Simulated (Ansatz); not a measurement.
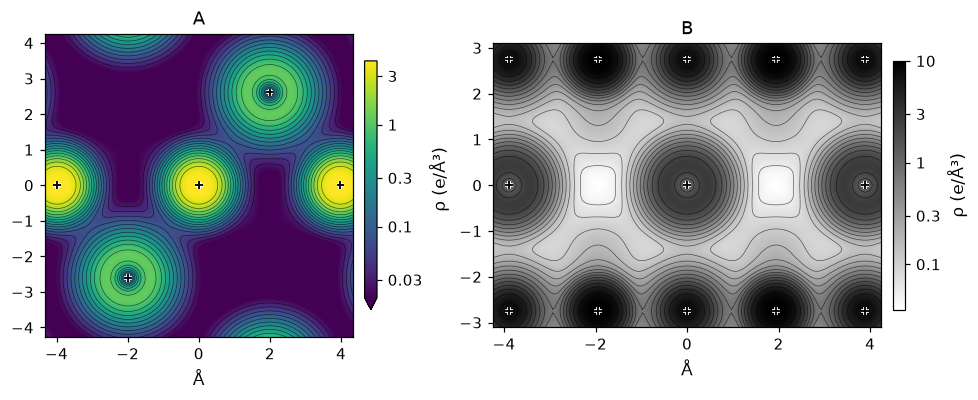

The valence electron density of 2 systems, each on a plane through atoms (crosses mark nuclei in the plane).

Method: DFT, PBEsol, plane waves, PAW in Ansatz 0.2.0.

System 1: SrTiO$_{3}$, the (110) plane of the conventional cell. Space group Pm-3m; a structure from a database of computed crystals, not necessarily the ambient phase; started from the database structure prototype, which need not be the ambient phase; computed without spin polarisation.

```
Sr Ti O
1.0
     3.89115    0.00000    0.00000
     0.00000    3.89115    0.00000
     0.00000    0.00000    3.89115
Sr Ti O
1 1 3
Direct
  0.00000 0.00000 0.00000
  0.50000 0.50000 0.50000
  0.50000 0.00000 0.50000
  0.50000 0.50000 0.00000
  0.00000 0.50000 0.50000
```

System 2: KBr, the (110) plane of the conventional cell. Space group P6₃/mmc; started from the NiAs prototype, which need not be the ambient phase.

```
CELL_PARAMETERS angstrom
4.51937 0.00000 0.00000
-2.25969 3.91389 0.00000
0.00000 0.00000 7.96733
ATOMIC_POSITIONS crystal
K 0.00000 0.00000 0.00000
K 0.00000 0.00000 0.50000
Br 0.33333 0.66667 0.25000
Br 0.66667 0.33333 0.75000
```

Q: Which map belongs to which system?

A: Panel A is system 2, KBr: the plane holds K and Br. K–Br (3.28 Å): ρ at the midpoint is about 0.09 e/Å³, with its minimum of 0.08 e/Å³ about 1.5 Å from K. Panel B is system 1, SrTiO$_{3}$: the plane holds Sr, Ti and O. Ti–O (1.95 Å): ρ is about 0.73 e/Å³ halfway.
